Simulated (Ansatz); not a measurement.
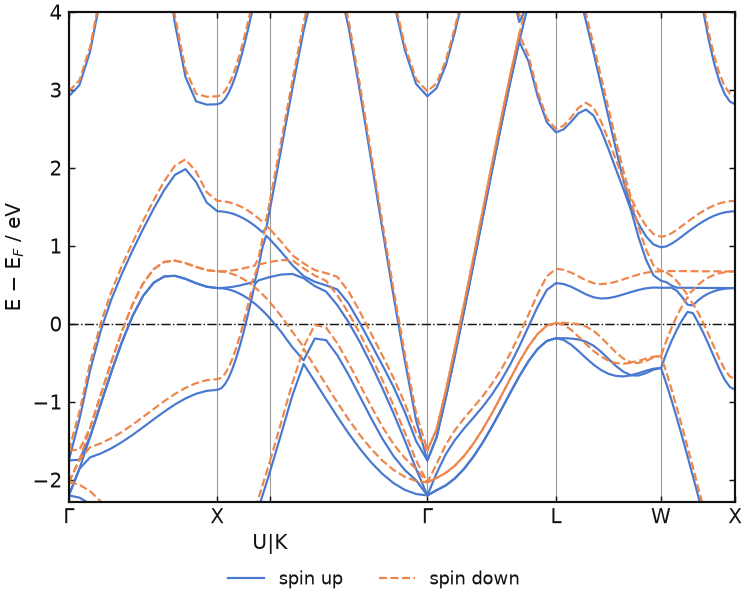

Band structure. Energies are counted from the Fermi level.

Which Bravais lattice do the labels of the path belong to?

A face-centred cubic lattice: the path Γ–X–U|K–Γ–L–W–X runs through the special points of its Brillouin zone.

The Ansatz input:

```
crystal:
  lattice:
    - [0.0, 2.575360546, 2.575360546]
    - [2.575360546, 0.0, 2.575360546]
    - [2.575360546, 2.575360546, 0.0]
  atoms:
    - { symbol: Mo, position: [0.5, 0.5, 0.5], spin: 0.24 }
    - { symbol: Se, position: [0.0, 0.0, 0.0] }
basis:
  ecutwfc: 420
  ecutrho_ratio: 4
kpoints:
  mp_grid: { grid: [10, 10, 10] }
  band_path:
    path:
      - [[0.0, 0.0, 0.0], [0.5, 0.0, 0.5], [0.625, 0.25, 0.625]]
      - [[0.375, 0.375, 0.75], [0.0, 0.0, 0.0], [0.5, 0.5, 0.5], [0.5, 0.25, 0.75], [0.5, 0.0, 0.5]]
    npoints: 14
hamiltonian:
  xc: pbesol
scf:
  occupations: { method: gaussian, width: 0.05 }
  lower_state_search: "off"
output:
  forces: true
  stress: true
  eigenvalues: true
  populations: true
  dos: { projected: true, de: 0.02, nscf_kmesh: { grid: [15, 15, 15] } }
  bader: false
magnetization:
  spin_polarized: true
checkpoint:
  read: start.run
  write: ck
  compress: false
  write_wavefunctions: false
  write_every: 100000
```

Does this material conduct, going by its bands?

A metal: bands cross the Fermi level along this path.

Which levels at X lie nearest to the Fermi level?

At X the nearest levels lie 0.71 eV below and 0.46 eV above the Fermi level.

The structure was built from a prototype or by substitution, so it need not be a known phase.
